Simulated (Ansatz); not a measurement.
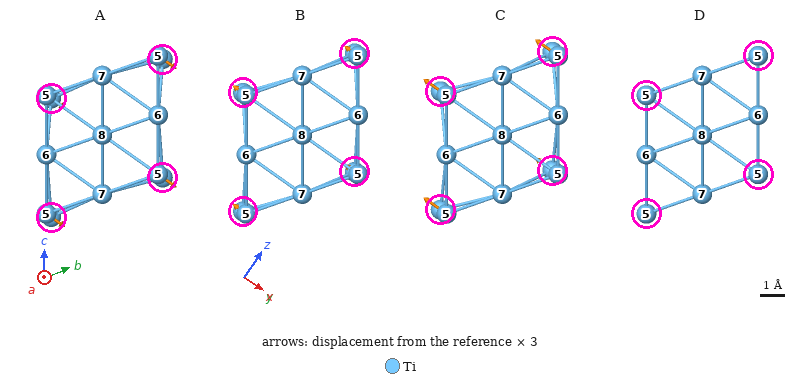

Solid Ti (Fm-3m): a Ti atom (one in each cell of 8 atoms) is moved along Cartesian [1 1 0], all else fixed. A ball-and-stick model of the cell of the calculation, seen along the a axis. The ringed atoms are those of the scanned coordinate. Orange arrows: displacements from the reference.

The calculation used DFT PBEsol, scalar-relativistic, plane waves, PAW in Ansatz. (plane-wave cutoff 420 eV; k-point mesh 10 × 10 × 10; occupations gaussian; smearing width 0.15 eV; no spin polarisation). Energies (free energies at the smearing named) are counted from the cell as listed in its source, which wasn't relaxed.

### Rank the frames from lowest to highest energy.

Lowest first: D (the displacement 0.00 Å, 0.0 meV/cell), B (the displacement −0.18 Å, 68.1 meV/cell), A (the displacement 0.24 Å, 127.0 meV/cell), C (the displacement −0.30 Å, 209.1 meV/cell). Over the whole scan: the lowest computed point lies at the displacement 0.00 Å (0.0 meV/cell). The end points stand at 209.1 meV/cell (−0.30 Å) and 209.1 meV/cell (0.30 Å). The curvature at zero is about 4 eV/Å². The well is symmetric. At the highest point the shortest interatomic distance is 2.57 Å, against 2.87 Å in the reference. The distortion takes the space group from Fm-3m to Imm2.
